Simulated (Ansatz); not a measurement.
## WS₂: single-point calculation (part 1 of 2)

The run: single-point calculation of WS₂ (P3m1, 36 atoms in the cell). Method and program: DFT PBE, scalar-relativistic, plane waves, PAW, no spin polarisation (Ansatz 0.2.0).

The structure derives from a Materials Project entry. Figures and captions count atoms from 1; the log counts them from 0 in places.

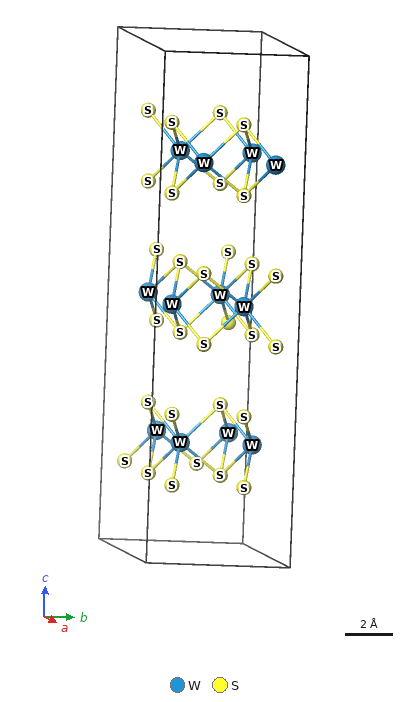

Fig. 1: The structure (ball-and-stick view of the cell of the calculation, with the vacuum cut short, seen slightly off an axis). An atom can appear more than once, as a periodic image. Near neighbours in the periodic cell (some may lie outside the picture): W has 6 S at 2.41 Å; S has 3 W at 2.41 Å.

**Key numbers**

| quantity | value |
| --- | --- |
| outcome | converged |
| space group (tolerance 0.01 Å) | P3m1 (156) |
| electrons treated | 312 |
| free energy | −146297.7276 eV |
| Fermi energy | 6.299 eV |
| gap on the k-point mesh | 1.69 eV |
| largest force (length of the vector) | 0.208 eV/Å |
| hardware | 4 threads of Arm Neoverse N1, 98 GiB of memory available, shared host |
| wall time | 35 s (CPU time 2.3 min) |
| peak memory | 4 GiB |

**Remarks**

Spin–orbit coupling is left out, which matters for W.

**The input**
```yaml
crystal:
  lattice:
    - [-3.182954, -5.513038, 0.0]
    - [3.182954, -5.513038, 0.0]
    - [-1.591477, -2.756519, 28.532218]
  atoms:
    - { symbol: W, position: [0.837023, 0.666667, 0.659287] }
    - { symbol: W, position: [0.337023, 0.666667, 0.659287] }
    - { symbol: W, position: [0.837023, 0.166667, 0.659287] }
    - { symbol: W, position: [0.337023, 0.166667, 0.659287] }
    - { symbol: W, position: [0.890566, 0.333334, 0.885534] }
    - { symbol: W, position: [0.390566, 0.333334, 0.885534] }
    - { symbol: W, position: [0.890566, 0.833334, 0.885534] }
    - { symbol: W, position: [0.390566, 0.833334, 0.885534] }
    - { symbol: W, position: [0.616152, 0.333334, 0.434362] }
    - { symbol: W, position: [0.116152, 0.333334, 0.434362] }
    - { symbol: W, position: [0.616152, 0.833334, 0.434362] }
    - { symbol: W, position: [0.116152, 0.833334, 0.434362] }
    - { symbol: S, position: [0.696574, 0.666666, 0.940186] }
    - { symbol: S, position: [0.196574, 0.666666, 0.940186] }
    - { symbol: S, position: [0.696574, 0.166666, 0.940186] }
    - { symbol: S, position: [0.196574, 0.166666, 0.940186] }
    - { symbol: S, position: [0.922151, 0.666667, 0.489031] }
    - { symbol: S, position: [0.422151, 0.666667, 0.489031] }
    - { symbol: S, position: [0.922151, 0.166667, 0.489031] }
    - { symbol: S, position: [0.422151, 0.166667, 0.489031] }
    - { symbol: S, position: [0.976357, 0.333334, 0.713952] }
    - { symbol: S, position: [0.476357, 0.333334, 0.713952] }
    - { symbol: S, position: [0.976357, 0.833334, 0.713952] }
    - { symbol: S, position: [0.476357, 0.833334, 0.713952] }
    - { symbol: S, position: [0.751243, 0.666666, 0.830848] }
    - { symbol: S, position: [0.251243, 0.666666, 0.830848] }
    - { symbol: S, position: [0.751243, 0.166666, 0.830848] }
    - { symbol: S, position: [0.251243, 0.166666, 0.830848] }
    - { symbol: S, position: [0.976812, 0.666666, 0.37971] }
    - { symbol: S, position: [0.476812, 0.666666, 0.37971] }
    - { symbol: S, position: [0.976812, 0.166666, 0.37971] }
    - { symbol: S, position: [0.476812, 0.166666, 0.37971] }
    - { symbol: S, position: [0.531021, 0.333333, 0.604625] }
    - { symbol: S, position: [0.031021, 0.333333, 0.604625] }
    - { symbol: S, position: [0.531021, 0.833333, 0.604625] }
    - { symbol: S, position: [0.031021, 0.833333, 0.604625] }
basis:
  ecutwfc: 420
  fft_grid_basis: typed
kpoints:
  mp_grid: { grid: [2, 2, 2] }
hamiltonian:
  xc: pbe
  pseudopotentials: { kind: paw }
scf:
  occupations: { method: gaussian, width: 0.05 }
output:
  forces: true
  stress: false
  eigenvalues: true
  bader: false
  write_density: true
  volumetric_format: npy
```

Command:
```bash
ansatz run input.yaml --threads 4 --pin off --max-ram 10240MiB --backend cpu --events-out ev --progress --plain --runs-dir out
```

**The program's output**
```
Engine: ansatz 0.2.0, aarch64-unknown-linux-gnu
Pseudopotentials: kind: paw
Pseudopotential: W, paw, valence charge 14, recommended cutoff 420 eV (normal), W.paw.azcp
Pseudopotential: S, paw, valence charge 6, recommended cutoff 420 eV (normal), S.paw.azcp
Functional definition: PBE
  parameter kappa = 0.804
  parameter beta = 0.06672455060314922
  exchange = pbe_x(kappa = kappa, mu = beta*pi^2/3)
  correlation = pbe_c(beta = beta)
Crystal: 36 atoms, lattice volume = 1001.352 Å³
Basis set: ecut = 420 eV, 19635 PW (Γ), exchange–correlation on 90×90×384 points (8 copies of the dense FFT grid, shifted against one another)
Bands: 192, of which v1, the nominal top of the filled ones, is band 156 counted from 1 (155 counted from 0)
Symmetry: 8 space group operations
Space group: P3m1 (ITA 156), of the structure as read, at distance tolerance 1.0e-4 Å
k-points: 6 of 8
Non-local potential: W, projectors of the file, l = 0: 3, l = 1: 2, l = 2: 2, l = 3: 1
Non-local potential: S, projectors of the file, l = 0: 2, l = 1: 2, l = 2: 2
PAW form: soft (Blöchl's): semilocal exchange-correlation on the pseudo side does not see the compensation charge
PAW one-centre angular grid: W, 590 points (default); XC on 64 Gauss nodes
PAW one-centre angular grid: S, 110 points (default); XC on 64 Gauss nodes
Initial density: superposition of atomic densities (neutral atoms: chi_scale 0, normalization atom), corrected by the library's trained network
Initial wavefunctions: pseudopotential atomic-orbital guess
Functional: x = pbe(κ = 0.804, μ = 0.2195149727645171), c = pbe(β = 0.06672455060314922)
SCF iter   1: F=—  HF=-146297.701489 eV  |F-HF|=—  |Δ(HF+E_count)|=         —  Δρ=4.67e-3  dr2=3.78e-1  ethr=1.77e-3  ⟨swp⟩=7.3  Hψ=5270  notcnv=0
preconditioner: auto → Resta (q_TF=auto, 2.246 Å⁻¹)  ε∞=5.3  [insulator: Δε(μ)=1.658 eV  Ē_g=8.338 eV  σ=0.050 eV  W_gap=1.00  n_scr=184 (ndim 8)  ℏωp=17.2 eV  f_vac=0.334  D(μ)=0.00/eV (n_scr^D=0)  ε∞_Penn≈5.3  vacuum switching on, ρ_ref=5.0e-3 e/Å³]
SCF iter   2: F=—  HF=-146297.699640 eV  |F-HF|=—  |Δ(HF+E_count)|=   1.85e-3  Δρ=2.36e-3  dr2=3.59e-2  ethr=1.21e-4  ⟨swp⟩=2.7  Hψ=1892  notcnv=0  defer=142
SCF iter   3: F=—  HF=-146297.716019 eV  |F-HF|=—  |Δ(HF+E_count)|=   1.64e-2  Δρ=1.35e-3  dr2=8.32e-3  ethr=1.15e-5  ⟨swp⟩=2.0  Hψ=1566  notcnv=0  defer=70
automatic band count: iteration 3 solves 180 bands in place of 192: the levels show a gap, and the empty bands left out lie too high to hold charge; the band table lists the bands solved (type scf.n_extra_bands for more)
SCF iter   4: F=—  HF=-146297.726627 eV  |F-HF|=—  |Δ(HF+E_count)|=   1.06e-2  Δρ=4.26e-4  dr2=2.10e-3  ethr=2.67e-6  ⟨swp⟩=2.0  Hψ=1583  notcnv=0  defer=70
SCF iter   5: F=—  HF=-146297.727498 eV  |F-HF|=—  |Δ(HF+E_count)|=   8.71e-4  Δρ=9.13e-5  dr2=1.87e-4  ethr=6.75e-7  ⟨swp⟩=2.2  Hψ=1655  notcnv=0  defer=70
SCF iter   6: F=—  HF=-146297.727503 eV  |F-HF|=—  |Δ(HF+E_count)|=   4.77e-6  Δρ=3.37e-5  dr2=4.19e-5  ethr=6.00e-8  ⟨swp⟩=3.3  Hψ=2091  notcnv=0  defer=70
SCF iter   7: F=—  HF=-146297.727638 eV  |F-HF|=—  |Δ(HF+E_count)|=   1.35e-4  Δρ=1.66e-5  dr2=7.01e-6  ethr=1.34e-8  ⟨swp⟩=2.0  Hψ=1416  notcnv=0  defer=70
SCF iter   8: F=—  HF=-146297.727638 eV  |F-HF|=—  |Δ(HF+E_count)|=   3.82e-7  Δρ=3.27e-6  dr2=1.87e-7  ethr=2.25e-9  ⟨swp⟩=2.5  Hψ=2136  notcnv=0  defer=70
SCF iter   9: F=-146297.727637 eV  HF=-146297.727637 eV  |F-HF|=8.54e-8  |Δ(HF+E_count)|=   1.64e-8  Δρ=1.30e-6  dr2=9.51e-8  ethr=3.21e-11  ⟨swp⟩=12.8  Hψ=5032  notcnv=0
SCF 1 converged in 9 iterations: F = -146297.727637 eV  dr2 = 9.51e-8
  greatest PAW one-centre occupation: 1.000 electrons in one spin orbital (limit 2), on the W atom at site 7 (counted from 0), in its partial waves of l = 0
SCF converged after 9 iterations
Free energy (F): -146297.727637 eV
Harris-Foulkes:  -146297.727637 eV  (|F-HF|=8.54e-8)
Internal energy: -146297.727637 eV  (E = F + TS)
E sigma→0 (E₀):  -146297.727637 eV
Fermi energy:    6.298864 eV
--- Per-component energies (eV) ---
  E_band       = -4127.357122
  E_kinetic    = 7991.453275
  E_local      = -166157.162413  (includes V_loc(G=0)·N_el)
  E_nonlocal   = 688.229183
  E_hartree    = 79974.742810
  E_xc         = -5544.414465
  E_vxc        = -4978.347952  (∫ρ·V_xc dr)
  E_paw        = -117157.452293  (= ΣΔE_a)
  E_vpaw       = -1621.019641  (= ΣTr[D̂ρ^β])
  E_aug_tail   = -0.000698  (compensation charges beyond the density's cutoff)
  E_ewald      = 53906.876964
  E_smearing   = -0.000000  (= −TS)
  E_closure    = 0.000000  (closes the sum)
  Σ components = -146297.727637   (vs F -146297.727637, Δ=0.00e0)
--- Forces (eV/Å), atoms counted from 1 ---
  atom   1  W     -0.00001842     0.00001063     0.00374271
  atom   2  W     -0.00001842     0.00001063     0.00374271
  atom   3  W     -0.00001842     0.00001063     0.00374271
  atom   4  W     -0.00001842     0.00001063     0.00374271
  atom   5  W     -0.00013731     0.00007927     0.00905849
  atom   6  W     -0.00013731     0.00007927     0.00905849
  atom   7  W     -0.00013731     0.00007927     0.00905849
  atom   8  W     -0.00013731     0.00007927     0.00905849
  atom   9  W     -0.00008562     0.00004943    -0.01915161
  atom  10  W     -0.00008562     0.00004943    -0.01915161
  atom  11  W     -0.00008562     0.00004943    -0.01915161
  atom  12  W     -0.00008562     0.00004943    -0.01915161
  atom  13  S      0.00006887    -0.00003976     0.20700534
  atom  14  S      0.00006887    -0.00003976     0.20700534
  atom  15  S      0.00006887    -0.00003976     0.20700534
  atom  16  S      0.00006887    -0.00003976     0.20700534
  atom  17  S      0.00001863    -0.00001076     0.15164926
  atom  18  S      0.00001863    -0.00001076     0.15164926
  atom  19  S      0.00001863    -0.00001076     0.15164926
  atom  20  S      0.00001863    -0.00001076     0.15164926
  atom  21  S     -0.00001491     0.00000861     0.15763618
  atom  22  S     -0.00001491     0.00000861     0.15763618
  atom  23  S     -0.00001491     0.00000861     0.15763618
  atom  24  S     -0.00001491     0.00000861     0.15763618
  atom  25  S      0.00006864    -0.00003963    -0.14881194
  atom  26  S      0.00006864    -0.00003963    -0.14881194
  atom  27  S      0.00006864    -0.00003963    -0.14881194
  atom  28  S      0.00006864    -0.00003963    -0.14881194
  atom  29  S      0.00006676    -0.00003854    -0.20801440
  atom  30  S      0.00006676    -0.00003854    -0.20801440
  atom  31  S      0.00006676    -0.00003854    -0.20801440
  atom  32  S      0.00006676    -0.00003854    -0.20801440
  atom  33  S      0.00003328    -0.00001922    -0.15305269
  atom  34  S      0.00003328    -0.00001922    -0.15305269
  atom  35  S      0.00003328    -0.00001922    -0.15305269
  atom  36  S      0.00003328    -0.00001922    -0.15305269
  max |Σ_I F_I| component: 2.45e-4 eV/Å
--- Band table (eV; the first three rows and the last of 6) ---
```
